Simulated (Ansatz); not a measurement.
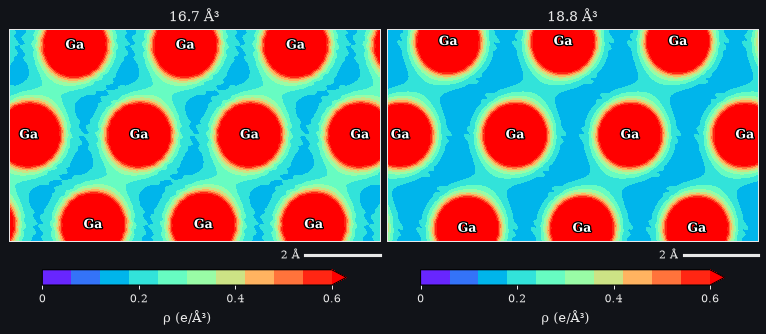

Ga. The valence charge density (pseudo) of cells scaled evenly to different volumes (given per atom above each panel), on the (010) plane of each (indices in the axes of the cell below), at one length scale and on one colour scale.

A structure from a database of computed crystals, not necessarily the ambient phase.

Computed with Kohn-Sham DFT of a periodic cell, r2SCAN, Ansatz PAW in Ansatz.

Core electrons are frozen (PAW), and the valence fields are smoothed inside the atomic spheres.

The largest cell:

```cif
data_structure
_symmetry_space_group_name_H-M 'P 1'
_symmetry_Int_Tables_number 1
_cell_length_a 3.0884
_cell_length_b 3.0884
_cell_length_c 3.0884
_cell_angle_alpha 125.607
_cell_angle_beta 125.607
_cell_angle_gamma 80.536
_cell_volume 18.78
loop_
_atom_site_label
_atom_site_type_symbol
_atom_site_fract_x
_atom_site_fract_y
_atom_site_fract_z
_atom_site_occupancy
Ga1 Ga 0.00000 0.00000 0.00000 1
```

| volume (Å³/atom) | Ga–Ga contact in the plane (Å) | ρ at its midpoint (e/Å³) | pressure (GPa) | 
| --- | --- | --- | --- |
| 16.66 | 2.712 | 0.257 | 4.7 | 
| 17.01 | 2.731 | ? | ? | 
| 18.78 | 2.823 | 0.217 | −3.0 | 

What values belong in the row with question marks?

Over the known rows ln ρ falls by 1.52 per Å of Ga–Ga distance (the line through the two), which gives 0.250 e/Å³ at 2.731 Å; the calculation gives 0.250 e/Å³. For the pressure, a straight line in volume between the neighbouring rows gives 3.4 GPa; the calculation gives 3.0, lower because pressure rises ever faster on compression.
